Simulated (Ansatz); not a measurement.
A series of calculations on ZnS and related structures

### Relaxation

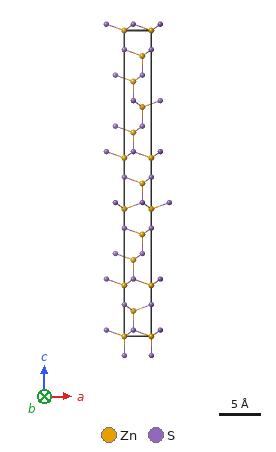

A crystal of ZnS (set up in R3m), before the relaxation. The picture is a ball-and-stick view of the conventional cell (3 times the calculation's cell), seen along the b axis. Lengths and directions refer to the drawn axes.

All numbers below come from Ansatz 0.2.0, DFT PBE, scalar-relativistic, plane waves, PAW.

Input file:
```yaml
crystal:
  lattice:
    - [1.9040021743, 1.0992761679, 12.4576209551]
    - [-1.9040021743, 1.0992761679, 12.4576209551]
    - [0.0, -2.1985523357, 12.4576209551]
  atoms:
    - { symbol: Zn, position: [0.58334995, 0.58334995, 0.58334995] }
    - { symbol: Zn, position: [0.9999479, 0.9999479, 0.9999479] }
    - { symbol: Zn, position: [0.41660977, 0.41660977, 0.41660977] }
    - { symbol: Zn, position: [0.16668421, 0.16668421, 0.16668421] }
    - { symbol: S, position: [0.35408265, 0.35408265, 0.35408265] }
    - { symbol: S, position: [0.10416334, 0.10416334, 0.10416334] }
    - { symbol: S, position: [0.52090047, 0.52090047, 0.52090047] }
    - { symbol: S, position: [0.93749471, 0.93749471, 0.93749471] }
basis:
  ecutwfc: 420
kpoints:
  mp_grid: { grid: [12, 12, 12] }
hamiltonian:
  xc: pbe
scf:
  occupations: { method: gaussian, width: 0.02 }
output:
  forces: true
  stress: true
  eigenvalues: true
  write_density: true
  write_potential: true
  elf: true
  volumetric_format: npy
relax:
  adjacent_minimum: "off"
  f_tol: 0.005
  max_steps: 80
  cell: { stress_tol: 0.05 }
```

Launched with:
```bash
ansatz run input.yaml --threads 4 --pin off --max-ram 10240MiB --backend cpu --events-out ev --progress --plain --runs-dir out
```

> What does the optimiser find from here?

After 2 accepted moves (3 points after the start) the energy has fallen by 4.3 meV per atom. Largest force component: 0.013 eV/Å at the start, 0.0018 eV/Å at the end. The pressure goes from 2.31 to −0.02 GPa. At 1 point the geometry stayed and the basis and grid were re-selected for the new cell (energy shift of 0.3 meV per atom at most each time). The atoms keep their places relative to the cell (all moves are under 0.005 Å). The drawn cell changes as follows: a = b 3.808 → 3.847 Å (+1.0 %), c 37.373 → 37.780 Å (+1.1 %); the volume changes by +3.2 %. Some distances before and after: Zn3–S5 2.337 → 2.361 Å, Zn1–S7 2.334 → 2.358 Å. The space group stays R3m (No. 160).

The end point in the same view:

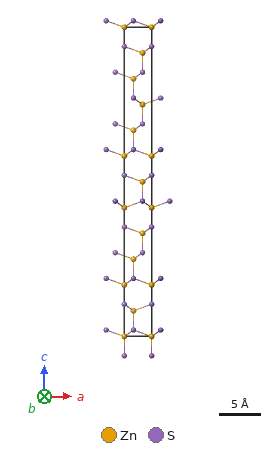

### Relaxation

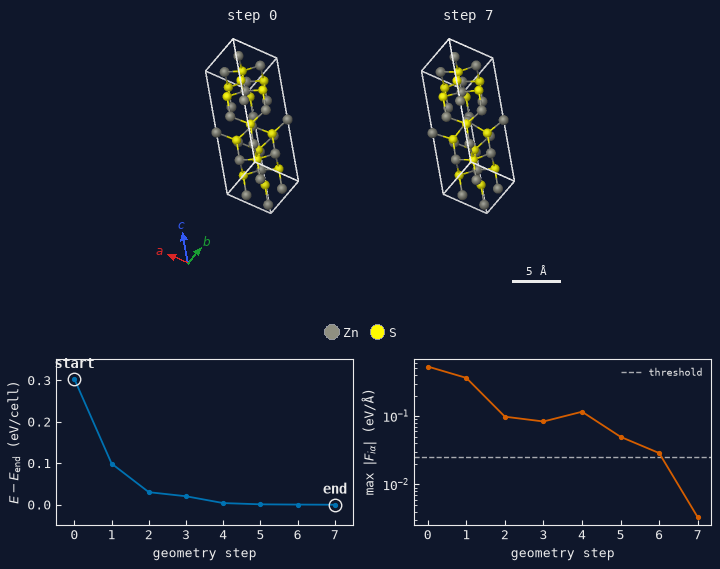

First and last geometry of a relaxation of a defect cell of composition Zn16S15, with the history of the run. The picture is a ball-and-stick view of the cell of the calculation (origin shifted), seen from a free direction.

Case: S vacancy (site a), charge +0, atoms relaxed at the host's cell.

All numbers below come from DFT PBE, scalar-relativistic, plane waves, PAW (Ansatz). (plane-wave cutoff 420 eV; k-point mesh 2 × 2 × 2; occupations gaussian; smearing width 0.01 eV; no spin polarisation; atoms relaxed in a fixed cell; force threshold 0.025 eV/Å; at most 45 steps)

Did the run converge, and what did it change?

Answer. It converged. The energy falls by 0.303 eV per cell of the calculation in 7 geometry steps. Largest force component: 0.53 eV/Å at the start, 0.0033 eV/Å at the end. A Zn atom moves most: 0.60 Å along [−1 −1 3]. By element the largest moves are Zn 0.60 Å, S 0.11 Å. The lattice vectors keep their values. Some distances before and after: S–Zn 2.358 → 2.511 Å, S–Zn 2.358 → 2.388 Å, S–Zn 2.358 → 2.350 Å. Among the angles between lasting bonds that change: S–Zn–S 109.3° → 95.1°, Zn–S–Zn 109.6° → 122.6°, S–Zn–S 109.3° → 116.1°. The run took 2.6 min on 4 threads of Intel(R) Xeon(R) Processor @ 2.50GHz (Skylake/Cascade Lake), with other jobs on the host, peak memory 2.3 GiB.

Limits of the set-up: the periodic images lie only 7.7 Å apart, so the values are limited by the cell's size.

### Defect

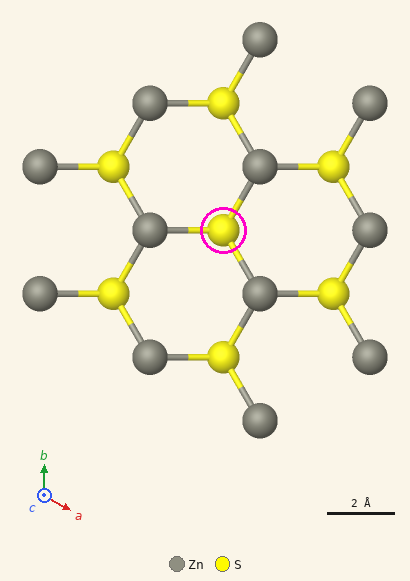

Perfect ZnS. Style: ball-and-stick. Shown: the atoms within 6.0 Å of one point, in a slice 4.2 Å thick across the line of sight, along the c axis.

Theory: Ansatz 0.2.0, DFT PBE, scalar-relativistic, plane waves, PAW. Set-up: plane-wave cutoff 420 eV; k-point mesh 2 × 2 × 2; occupations gaussian; smearing width 0.01 eV; no spin polarisation. The cell is small and the k-mesh coarse, so the numbers are rough. The axes drawn are those of the host's conventional cell.

A sulfur atom is taken out (a vacancy) at the ringed place, in charge state 0. The supercell has 32 sites, and the atoms are relaxed at the host's cell.

Question: How do the neighbours respond?

Answer: Around the empty S site the host had 4 Zn at 2.36 Å; after relaxation the nearest atoms are 1 Zn at 1.76 Å. Of the host's atoms, a zinc atom moves furthest from its site, by 0.60 Å. Relaxing the atoms from the host's sites lowers the energy by 0.30 eV. At a tolerance of 0.02 Å the relaxed supercell has space group R3m.

The relaxed defect, seen from the same direction:

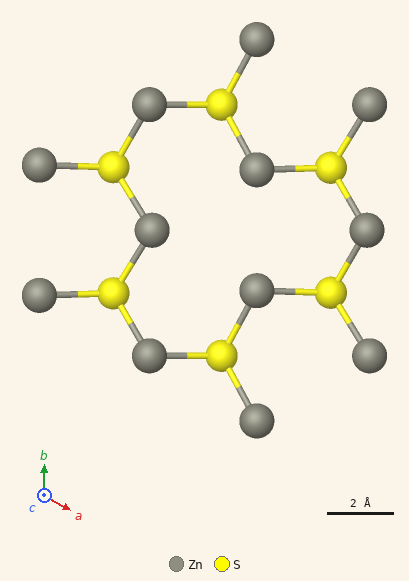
